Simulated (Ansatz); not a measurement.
**SiC$_{24}$: single-point calculation (part 1 of 2)**

- system: SiC$_{24}$ (slab, 25 atoms in the cell)
- method: DFT PBE+D3(BJ), scalar-relativistic, plane waves, PAW, PAW set soft_1, spin-polarised (Ansatz 0.2.0)

The structure derives from an entry of the Crystallography Open Database. Figures and captions count atoms from 1; the log counts them from 0 in places.

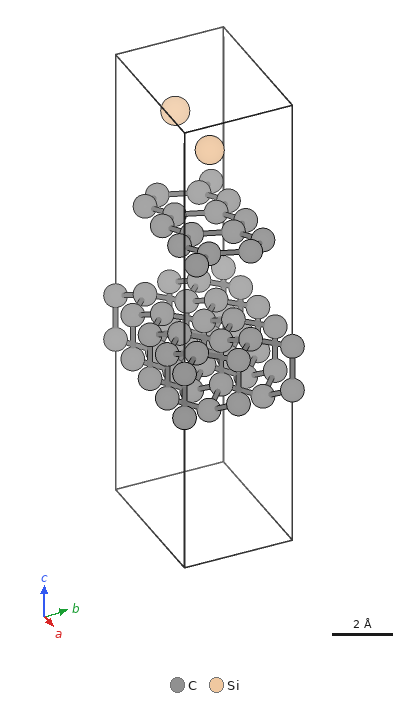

**Figure 1.** The input geometry (ball-and-stick view of the 2 × 1 repeat of the cell, with the vacuum cut short, seen slightly off an axis). An atom can appear more than once, as a periodic image.

Input file
```yaml
crystal:
  lattice:
    - [5.0304222913, 0.0, 0.0]
    - [-2.5152111456, 4.356473496, 0.0]
    - [0.0, 0.0, 22.898528743]
  atoms:
    - { symbol: C, position: [0.1666666667, 0.3333333333, 0.174683712] }
    - { symbol: C, position: [0.1666666667, 0.8333333333, 0.174683712] }
    - { symbol: C, position: [0.6666666667, 0.3333333333, 0.174683712] }
    - { symbol: C, position: [0.6666666667, 0.8333333333, 0.174683712] }
    - { symbol: C, position: [0.0, 0.0, 0.1971050357] }
    - { symbol: C, position: [0.0, 0.5, 0.1971050357] }
    - { symbol: C, position: [0.5, 0.0, 0.1971050357] }
    - { symbol: C, position: [0.5, 0.5, 0.1971050357] }
    - { symbol: C, position: [0.0, 0.0, 0.2643690068] }
    - { symbol: C, position: [0.0, 0.5, 0.2643690068] }
    - { symbol: C, position: [0.5, 0.0, 0.2643690068] }
    - { symbol: C, position: [0.5, 0.5, 0.2643690068] }
    - { symbol: C, position: [0.3333333333, 0.1666666667, 0.2794551217] }
    - { symbol: C, position: [0.3333333333, 0.6666666667, 0.2794551217] }
    - { symbol: C, position: [0.8333333333, 0.1666666667, 0.2794551217] }
    - { symbol: C, position: [0.8333333333, 0.6666666667, 0.2794551217] }
    - { symbol: C, position: [0.3333333333, 0.1666666667, 0.4145887539] }
    - { symbol: C, position: [0.3333333333, 0.6666666667, 0.4145887539] }
    - { symbol: C, position: [0.8333333333, 0.1666666667, 0.4145887539] }
    - { symbol: C, position: [0.8333333333, 0.6666666667, 0.4145887539] }
    - { symbol: C, position: [0.1666666667, 0.3333333333, 0.4148095648] }
    - { symbol: C, position: [0.1666666667, 0.8333333333, 0.4148095648] }
    - { symbol: C, position: [0.6666666667, 0.3333333333, 0.4148095648] }
    - { symbol: C, position: [0.6666666667, 0.8333333333, 0.4148095648] }
    - { symbol: Si, position: [0.1666666667, 0.5, 0.5370881632], spin: 2.0 }
basis:
  ecutwfc: 420
kpoints:
  mp_grid: { grid: [6, 6, 1] }
hamiltonian:
  xc: pbe
  pseudopotentials: { kind: paw, azcp: { folder: soft_1 } }
  dispersion: d3bj
scf:
  occupations: { method: gaussian, width: 0.05 }
output:
  forces: true
  eigenvalues: true
  populations: true
  write_density: true
  write_potential: true
  elf: true
  volumetric_format: npy
magnetization:
  spin_polarized: true
efield:
  axis: 3
  dipole_correction: true
  ramp_width: 0.04
```

Launch command:
```bash
ansatz run input.yaml --threads 2 --pin off --max-ram 6144MiB --backend cpu --events-out ev --progress --plain --runs-dir out
```

What the program printed
```
Engine: ansatz 0.2.0, aarch64-unknown-linux-gnu
Pseudopotentials: kind: paw
Pseudopotential: C, paw, valence charge 4, recommended cutoff 420 eV (normal), [file]
Pseudopotential: Si, paw, valence charge 4, recommended cutoff 420 eV (normal), [file]
Functional definition: PBE
  parameter kappa = 0.804
  parameter beta = 0.06672455060314922
  exchange = pbe_x(kappa = kappa, mu = beta*pi^2/3)
  correlation = pbe_c(beta = beta)
Crystal: 25 atoms, lattice volume = 501.819 Å³
Basis set: ecut = 420 eV, 9863 PW (Γ), exchange–correlation on 72×72×320 points (8 copies of the dense FFT grid, shifted against one another)
Bands: 76, of which v1, the nominal top of the filled ones, is band 50 counted from 1 (49 counted from 0)
Symmetry: 1 space group operations
k-points: 20 of 36 (time reversal used)
Non-local potential: C, projectors of the file, l = 0: 2, l = 1: 2, l = 2: 1
Non-local potential: Si, projectors of the file, l = 0: 2, l = 1: 2, l = 2: 1
PAW form: soft (Blöchl's): semilocal exchange-correlation on the pseudo side does not see the compensation charge
PAW one-centre angular grid: C, 110 points (default); XC on 64 Gauss nodes
PAW one-centre angular grid: Si, 110 points (default); XC on 64 Gauss nodes
Starting moments: Σ|m| = 2 μB on 1 of 25 sites
Initial wavefunctions: pseudopotential atomic-orbital guess
Functional: x = pbe(κ = 0.804, μ = 0.2195149727645171), c = pbe(β = 0.06672455060314922)
SCF iter   1: F=—  HF=-6655.029969 eV  |F-HF|=—  |Δ(HF+E_count)|=         —  Δρ=4.09e-2 (↑4.09e-2 ↓3.72e-2)  dr2=8.95e1  dr2_m=3.88e-1  M=0.030 μB ∫|m|=0.083 μB  β_m=0.30  ethr=3.10e-3  p=-0.000 e·Å  D=-8.82e-9 V/Å  ΔV_dip=0.00 eV  dr2_dipole=3.88e1  V_vac-E_F(+/−)=7.80/7.80 eV  ⟨swp⟩=7.4  Hψ=16103  notcnv=0  defer=438
efield: sawtooth ramp at fractional position 0.8359 (placed from the atoms, in the widest stretch of the axis that holds none; the zero of the levels goes with the place), width 0.0400; the density the first Hamiltonian is built on has a dipole p = -0.000 e·Å; the dipole correction subtracts the counter field D = -8.82e-9 V/Å, which shifts the + side's vacuum level by +0.00 eV against the − side's; the planar-averaged density in the ramp window peaks in size at 2.5e-7 e/Å³
preconditioner: auto → LDOS  [metal: Δε(μ)=0.013 eV  Ē_g=15.123 eV  σ=0.050 eV  W_gap=0.15  n_scr=80 (ndim 8)  ℏωp=16.6 eV  f_vac=0.516  D(μ)=20.13/eV (n_scr^D=162)]
spin=Collinear: LDOS preconditioning applied to the charge; magnetization (m = ρ↑ − ρ↓) channel mixes plain (no charge-response kernel on spin).
SCF iter   2: F=—  HF=-6650.371952 eV  |F-HF|=—  |Δ(HF+E_count)|=    4.66e0  Δρ=3.51e-2 (↑2.93e-2 ↓3.51e-2)  dr2=2.43e2  dr2_m=1.28e-1  M=0.181 μB ∫|m|=0.427 μB  β_m=0.30  ethr=3.10e-3  p=0.871 e·Å  D=3.14e-1 V/Å  ΔV_dip=-7.19 eV  dr2_dipole=1.52e2  V_vac-E_F(+/−)=1.47/8.66 eV  ⟨swp⟩=7.8  Hψ=8164  notcnv=0  defer=729  κ⁻¹=1.0e0(r=1)
SCF iter   3: F=—  HF=-6645.673355 eV  |F-HF|=—  |Δ(HF+E_count)|=    4.70e0  Δρ=2.55e-2 (↑2.55e-2 ↓2.30e-2)  dr2=6.36e1  dr2_m=7.30e-2  M=0.078 μB ∫|m|=0.132 μB  β_m=0.30  ethr=3.10e-3  p=0.243 e·Å  D=8.77e-2 V/Å  ΔV_dip=-2.01 eV  dr2_dipole=3.20e1  V_vac-E_F(+/−)=5.25/7.26 eV  ⟨swp⟩=4.2  Hψ=5401  notcnv=0  defer=728  κ⁻¹=1.1e-3(r=2)
SCF iter   4: F=—  HF=-6645.595840 eV  |F-HF|=—  |Δ(HF+E_count)|=   7.75e-2  Δρ=2.30e-2 (↑2.00e-2 ↓2.30e-2)  dr2=2.17e2  dr2_m=1.74e-2  M=0.273 μB ∫|m|=0.356 μB  β_m=0.30  ethr=3.10e-3  p=0.625 e·Å  D=2.25e-1 V/Å  ΔV_dip=-5.16 eV  dr2_dipole=1.37e2  V_vac-E_F(+/−)=2.56/7.72 eV  ⟨swp⟩=6.7  Hψ=7299  notcnv=0  defer=727  κ⁻¹=2.0e-4(r=3)
SCF iter   5: F=—  HF=-6641.738610 eV  |F-HF|=—  |Δ(HF+E_count)|=    3.86e0  Δρ=7.85e-3 (↑7.85e-3 ↓7.39e-3)  dr2=1.74e1  dr2_m=5.05e-3  M=0.549 μB ∫|m|=0.570 μB  β_m=0.30  ethr=3.10e-3  p=0.200 e·Å  D=7.21e-2 V/Å  ΔV_dip=-1.65 eV  dr2_dipole=1.02e1  V_vac-E_F(+/−)=4.64/6.29 eV  ⟨swp⟩=3.5  Hψ=4952  notcnv=0  defer=722  κ⁻¹=3.0e-5(r=4)
SCF iter   6: F=—  HF=-6641.791077 eV  |F-HF|=—  |Δ(HF+E_count)|=   5.25e-2  Δρ=6.77e-3 (↑6.77e-3 ↓6.64e-3)  dr2=1.72e1  dr2_m=3.30e-3  M=0.626 μB ∫|m|=0.641 μB  β_m=1.00  ethr=3.10e-3  p=0.152 e·Å  D=5.49e-2 V/Å  ΔV_dip=-1.26 eV  dr2_dipole=1.04e1  V_vac-E_F(+/−)=4.74/6.00 eV  ⟨swp⟩=1.1  Hψ=3616  notcnv=0  defer=720  κ⁻¹=1.2e-5(r=5)
SCF iter   7: F=—  HF=-6641.395880 eV  |F-HF|=—  |Δ(HF+E_count)|=   3.95e-1  Δρ=2.43e-3 (↑2.28e-3 ↓2.43e-3)  dr2=2.72e-1  dr2_m=5.42e-3  M=0.738 μB ∫|m|=0.814 μB  β_m=1.00  ethr=3.10e-3  p=0.211 e·Å  D=7.60e-2 V/Å  ΔV_dip=-1.74 eV  dr2_dipole=3.42e-3  V_vac-E_F(+/−)=4.33/6.07 eV  ⟨swp⟩=1.8  Hψ=2376  notcnv=0  defer=720  κ⁻¹=1.1e-5(r=6)
SCF iter   8: F=—  HF=-6641.420131 eV  |F-HF|=—  |Δ(HF+E_count)|=   2.43e-2  Δρ=2.72e-3 (↑2.72e-3 ↓2.66e-3)  dr2=3.07e-1  dr2_m=1.09e-2  M=1.002 μB ∫|m|=1.191 μB  β_m=1.00  ethr=2.72e-4  p=0.210 e·Å  D=7.57e-2 V/Å  ΔV_dip=-1.73 eV  dr2_dipole=8.21e-3  V_vac-E_F(+/−)=4.36/6.09 eV  ⟨swp⟩=2.6  Hψ=5175  notcnv=0  defer=719  κ⁻¹=1.2e-6(r=7)
SCF iter   9: F=—  HF=-6641.468802 eV  |F-HF|=—  |Δ(HF+E_count)|=   4.87e-2  Δρ=3.17e-3 (↑2.89e-3 ↓3.17e-3)  dr2=2.99e-1  dr2_m=1.97e-2  M=1.404 μB ∫|m|=1.767 μB  β_m=1.00  ethr=2.72e-4  p=0.208 e·Å  D=7.52e-2 V/Å  ΔV_dip=-1.72 eV  dr2_dipole=3.57e-3  V_vac-E_F(+/−)=4.35/6.07 eV  ⟨swp⟩=2.0  Hψ=3333  notcnv=0  defer=719  κ⁻¹=5.3e-7(r=8)
SCF iter  10: F=—  HF=-6641.542615 eV  |F-HF|=—  |Δ(HF+E_count)|=   7.38e-2  Δρ=3.73e-3 (↑2.69e-3 ↓3.73e-3)  dr2=3.25e-1  dr2_m=2.54e-2  M=1.773 μB ∫|m|=2.449 μB  β_m=1.00  ethr=2.72e-4  p=0.201 e·Å  D=7.27e-2 V/Å  ΔV_dip=-1.66 eV  dr2_dipole=9.95e-3  V_vac-E_F(+/−)=4.35/6.02 eV  ⟨swp⟩=2.1  Hψ=3149  notcnv=0  defer=719  κ⁻¹=4.0e-7(r=8)
SCF iter  11: F=—  HF=-6641.619239 eV  |F-HF|=—  |Δ(HF+E_count)|=   7.66e-2  Δρ=3.82e-3 (↑3.12e-3 ↓3.82e-3)  dr2=2.85e-1  dr2_m=3.47e-2  M=1.898 μB ∫|m|=3.182 μB  β_m=1.00  ethr=2.72e-4  p=0.210 e·Å  D=7.58e-2 V/Å  ΔV_dip=-1.73 eV  dr2_dipole=5.91e-2  V_vac-E_F(+/−)=4.34/6.08 eV  ⟨swp⟩=2.2  Hψ=3904  notcnv=0  defer=735  κ⁻¹=3.8e-7(r=8)
SCF iter  12: F=—  HF=-6641.696113 eV  |F-HF|=—  |Δ(HF+E_count)|=   7.69e-2  Δρ=3.96e-3 (↑3.40e-3 ↓3.96e-3)  dr2=2.93e-1  dr2_m=4.11e-2  M=1.893 μB ∫|m|=3.853 μB  β_m=1.00  ethr=2.72e-4  p=0.196 e·Å  D=7.08e-2 V/Å  ΔV_dip=-1.62 eV  dr2_dipole=6.55e-2  V_vac-E_F(+/−)=4.45/6.07 eV  ⟨swp⟩=2.2  Hψ=3270  notcnv=0  defer=735  κ⁻¹=3.5e-7(r=8)
SCF iter  13: F=—  HF=-6641.780091 eV  |F-HF|=—  |Δ(HF+E_count)|=   8.40e-2  Δρ=3.77e-3 (↑3.77e-3 ↓3.77e-3)  dr2=2.62e-1  dr2_m=4.57e-2  M=1.892 μB ∫|m|=4.554 μB  β_m=1.20  ethr=2.72e-4  p=0.202 e·Å  D=7.30e-2 V/Å  ΔV_dip=-1.67 eV  dr2_dipole=5.88e-2  V_vac-E_F(+/−)=4.43/6.10 eV  ⟨swp⟩=2.0  Hψ=3249  notcnv=0  defer=732
Mixer restart at iter 13: flushing history
spin-set hold released at iteration 13 (site moments contracting): the magnetisation degrees of freedom join the quasi-Newton model from the next iteration; the mixer history was flushed
SCF iter  14: F=—  HF=-6641.864040 eV  |F-HF|=—  |Δ(HF+E_count)|=   8.39e-2  Δρ=3.89e-3 (↑3.89e-3 ↓2.37e-3)  dr2=2.32e-1  dr2_m=3.29e-2  M=1.890 μB ∫|m|=5.319 μB  β_m=0.65  ethr=2.62e-4  p=0.189 e·Å  D=6.80e-2 V/Å  ΔV_dip=-1.56 eV  dr2_dipole=1.77e-4  V_vac-E_F(+/−)=4.36/5.91 eV  ⟨swp⟩=2.8  Hψ=4121  notcnv=0  defer=732
density mixer auto → msr1: a metal under ldos (density of states about μ 0.66 of a free-electron gas's, 80 screened modes)
SCF iter  15: F=—  HF=-6641.997898 eV  |F-HF|=—  |Δ(HF+E_count)|=   1.34e-1  Δρ=5.56e-3 (↑1.93e-3 ↓5.56e-3)  dr2=1.75e0  dr2_m=1.68e-2  M=1.889 μB ∫|m|=5.495 μB  β_m=0.21  ethr=2.32e-4  p=0.244 e·Å  D=8.79e-2 V/Å  ΔV_dip=-2.01 eV  dr2_dipole=3.81e-1  V_vac-E_F(+/−)=4.10/6.12 eV  ⟨swp⟩=2.9  Hψ=4605  notcnv=0  defer=735  recentre
SCF iter  16: F=—  HF=-6641.945365 eV  |F-HF|=—  |Δ(HF+E_count)|=   5.25e-2  Δρ=1.93e-3 (↑1.56e-3 ↓1.93e-3)  dr2=5.89e-2  dr2_m=1.07e-2  M=1.889 μB ∫|m|=6.127 μB  β_m=0.43  ethr=2.32e-4  p=0.201 e·Å  D=7.26e-2 V/Å  ΔV_dip=-1.66 eV  dr2_dipole=1.21e-2  V_vac-E_F(+/−)=4.12/5.79 eV  ⟨swp⟩=2.5  Hψ=4176  notcnv=0  defer=735
SCF iter  17: F=—  HF=-6641.962474 eV  |F-HF|=—  |Δ(HF+E_count)|=   1.71e-2  Δρ=1.48e-3 (↑1.48e-3 ↓1.36e-3)  dr2=7.24e-3  dr2_m=8.43e-3  M=1.889 μB ∫|m|=6.923 μB  β_m=0.47  ethr=5.89e-5  p=0.194 e·Å  D=7.00e-2 V/Å  ΔV_dip=-1.60 eV  dr2_dipole=1.23e-3  V_vac-E_F(+/−)=3.84/5.45 eV  ⟨swp⟩=3.1  Hψ=5938  notcnv=0  defer=736
SCF iter  18: F=—  HF=-6641.986813 eV  |F-HF|=—  |Δ(HF+E_count)|=   2.43e-2  Δρ=5.95e-4 (↑5.95e-4 ↓5.58e-4)  dr2=1.86e-3  dr2_m=1.29e-3  M=1.889 μB ∫|m|=6.666 μB  β_m=0.50  ethr=7.24e-6  p=0.191 e·Å  D=6.87e-2 V/Å  ΔV_dip=-1.57 eV  dr2_dipole=2.59e-5  V_vac-E_F(+/−)=3.88/5.45 eV  ⟨swp⟩=3.0  Hψ=6311  notcnv=0  defer=736
SCF iter  19: F=—  HF=-6641.991696 eV  |F-HF|=—  |Δ(HF+E_count)|=   4.88e-3  Δρ=4.96e-4 (↑4.96e-4 ↓3.27e-4)  dr2=2.18e-3  dr2_m=7.01e-4  M=1.889 μB ∫|m|=6.509 μB  β_m=0.54  ethr=1.86e-6  p=0.191 e·Å  D=6.89e-2 V/Å  ΔV_dip=-1.58 eV  dr2_dipole=1.40e-3  V_vac-E_F(+/−)=3.88/5.46 eV  ⟨swp⟩=3.4  Hψ=5551  notcnv=0  defer=736
SCF iter  20: F=—  HF=-6641.993048 eV  |F-HF|=—  |Δ(HF+E_count)|=   1.35e-3  Δρ=4.14e-4 (↑4.14e-4 ↓1.82e-4)  dr2=2.09e-3  dr2_m=3.75e-4  M=1.889 μB ∫|m|=6.546 μB  β_m=0.77  ethr=1.86e-6  p=0.193 e·Å  D=6.95e-2 V/Å  ΔV_dip=-1.59 eV  dr2_dipole=1.27e-3  V_vac-E_F(+/−)=3.86/5.45 eV  ⟨swp⟩=2.1  Hψ=3698  notcnv=0  defer=736
SCF iter  21: F=—  HF=-6641.994079 eV  |F-HF|=—  |Δ(HF+E_count)|=   1.03e-3  Δρ=2.28e-4 (↑2.28e-4 ↓1.57e-4)  dr2=7.16e-4  dr2_m=1.16e-4  M=1.889 μB ∫|m|=6.569 μB  β_m=0.87  ethr=1.86e-6  p=0.198 e·Å  D=7.12e-2 V/Å  ΔV_dip=-1.63 eV  dr2_dipole=1.23e-4  V_vac-E_F(+/−)=3.85/5.48 eV  ⟨swp⟩=2.6  Hψ=3496  notcnv=0  defer=736
SCF iter  22: F=—  HF=-6641.994366 eV  |F-HF|=—  |Δ(HF+E_count)|=   2.87e-4  Δρ=1.59e-4 (↑1.59e-4 ↓1.58e-4)  dr2=5.66e-4  dr2_m=5.17e-5  M=1.889 μB ∫|m|=6.581 μB  β_m=0.68  ethr=7.16e-7  p=0.199 e·Å  D=7.17e-2 V/Å  ΔV_dip=-1.64 eV  dr2_dipole=1.85e-6  V_vac-E_F(+/−)=3.85/5.49 eV  ⟨swp⟩=2.7  Hψ=4234  notcnv=0  defer=736
SCF iter  23: F=—  HF=-6641.994389 eV  |F-HF|=—  |Δ(HF+E_count)|=   2.35e-5  Δρ=8.25e-5 (↑5.21e-5 ↓8.25e-5)  dr2=1.70e-4  dr2_m=9.81e-6  M=1.889 μB ∫|m|=6.601 μB  β_m=0.58  ethr=5.66e-7  p=0.199 e·Å  D=7.16e-2 V/Å  ΔV_dip=-1.64 eV  dr2_dipole=1.12e-5  V_vac-E_F(+/−)=3.85/5.49 eV  ⟨swp⟩=2.0  Hψ=4009  notcnv=0  defer=736
SCF iter  24: F=—  HF=-6641.994454 eV  |F-HF|=—  |Δ(HF+E_count)|=   6.49e-5  Δρ=9.48e-5 (↑9.48e-5 ↓5.92e-5)  dr2=7.73e-4  dr2_m=3.22e-6  M=1.889 μB ∫|m|=6.608 μB  β_m=0.40  ethr=1.70e-7  p=0.196 e·Å  D=7.08e-2 V/Å  ΔV_dip=-1.62 eV  dr2_dipole=1.55e-4  V_vac-E_F(+/−)=3.85/5.48 eV  ⟨swp⟩=2.0  Hψ=3906  notcnv=0  defer=736  recentre
SCF iter  25: F=—  HF=-6641.994397 eV  |F-HF|=—  |Δ(HF+E_count)|=   5.75e-5  Δρ=3.96e-5 (↑2.14e-5 ↓3.96e-5)  dr2=3.99e-5  dr2_m=2.47e-6  M=1.889 μB ∫|m|=6.610 μB  β_m=0.48  ethr=1.70e-7  p=0.198 e·Å  D=7.14e-2 V/Å  ΔV_dip=-1.64 eV  dr2_dipole=9.41e-6  V_vac-E_F(+/−)=3.86/5.49 eV  ⟨swp⟩=2.0  Hψ=3407  notcnv=0  defer=736
SCF iter  26: F=—  HF=-6641.994283 eV  |F-HF|=—  |Δ(HF+E_count)|=   1.13e-4  Δρ=9.29e-6 (↑9.29e-6 ↓7.54e-6)  dr2=1.77e-6  dr2_m=1.65e-7  M=1.889 μB ∫|m|=6.615 μB  β_m=0.51  ethr=3.99e-8  p=0.197 e·Å  D=7.11e-2 V/Å  ΔV_dip=-1.63 eV  dr2_dipole=2.41e-7  V_vac-E_F(+/−)=3.86/5.49 eV  ⟨swp⟩=2.1  Hψ=4099  notcnv=0  defer=736
SCF iter  27: F=—  HF=-6641.994284 eV  |F-HF|=—  |Δ(HF+E_count)|=   6.13e-7  Δρ=5.20e-6 (↑5.20e-6 ↓3.66e-6)  dr2=4.86e-7  dr2_m=4.61e-8  M=1.889 μB ∫|m|=6.617 μB  β_m=0.51  ethr=1.77e-9  p=0.197 e·Å  D=7.10e-2 V/Å  ΔV_dip=-1.63 eV  dr2_dipole=2.45e-9  V_vac-E_F(+/−)=3.86/5.49 eV  ⟨swp⟩=3.0  Hψ=4403  notcnv=0  defer=736
SCF iter  28: F=—  HF=-6641.994284 eV  |F-HF|=—  |Δ(HF+E_count)|=   2.04e-7  Δρ=2.77e-6 (↑2.77e-6 ↓2.45e-6)  dr2=1.44e-7  dr2_m=2.04e-8  M=1.889 μB ∫|m|=6.617 μB  β_m=0.62  ethr=4.86e-10  p=0.197 e·Å  D=7.09e-2 V/Å  ΔV_dip=-1.62 eV  dr2_dipole=1.15e-8  V_vac-E_F(+/−)=3.86/5.49 eV  ⟨swp⟩=3.0  Hψ=4201  notcnv=0  defer=736
SCF iter  29: F=—  HF=-6641.994284 eV  |F-HF|=—  |Δ(HF+E_count)|=   1.63e-7  Δρ=2.26e-6 (↑2.26e-6 ↓1.74e-6)  dr2=5.48e-8  dr2_m=1.19e-8  M=1.889 μB ∫|m|=6.617 μB  β_m=0.65  ethr=1.00e-10  p=0.197 e·Å  D=7.09e-2 V/Å  ΔV_dip=-1.62 eV  dr2_dipole=2.04e-9  V_vac-E_F(+/−)=3.86/5.49 eV  ⟨swp⟩=39.0  Hψ=42228  notcnv=0
SCF iter  30: F=—  HF=-6641.994284 eV  |F-HF|=—  |Δ(HF+E_count)|=   3.95e-8  Δρ=1.97e-6 (↑1.97e-6 ↓1.19e-6)  dr2=3.98e-8  dr2_m=7.43e-9  M=1.889 μB ∫|m|=6.617 μB  β_m=0.65  ethr=5.48e-11  p=0.197 e·Å  D=7.09e-2 V/Å  ΔV_dip=-1.62 eV  dr2_dipole=2.60e-11  V_vac-E_F(+/−)=3.86/5.49 eV  ⟨swp⟩=12.8  Hψ=21380  notcnv=0
SCF iter  31: F=-6641.994284 eV  HF=-6641.994284 eV  |F-HF|=1.56e-8  |Δ(HF+E_count)|=   3.22e-8  Δρ=1.10e-6 (↑1.10e-6 ↓7.38e-7)  dr2=2.64e-8  dr2_m=1.48e-9  M=1.889 μB ∫|m|=6.617 μB  ethr=3.98e-11  p=0.197 e·Å  D=7.09e-2 V/Å  ΔV_dip=-1.62 eV  dr2_dipole=2.40e-9  V_vac-E_F(+/−)=3.86/5.49 eV  ⟨swp⟩=12.1  Hψ=20864  notcnv=0
SCF 1 converged in 31 iterations: F = -6641.994284 eV  dr2 = 2.64e-8
  greatest PAW one-centre occupation: 0.763 electrons in one spin orbital (limit 2), on the Si atom at site 24 (counted from 0), in its partial waves of l = 0
```

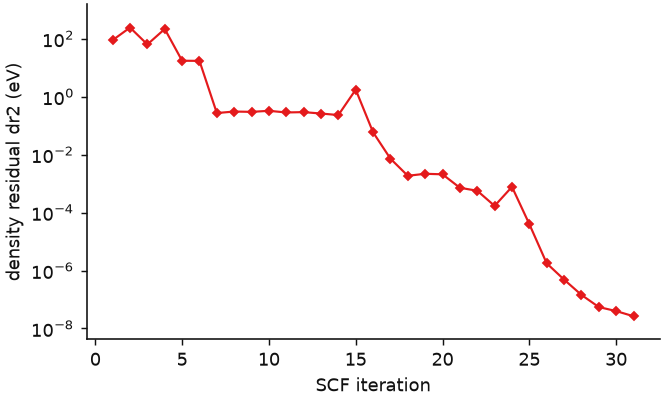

**Figure 2.** Convergence of the self-consistent field: density residual dr2 against the SCF iteration. The residual falls unevenly and jumps up by a factor of two or more 4 times on the way down.
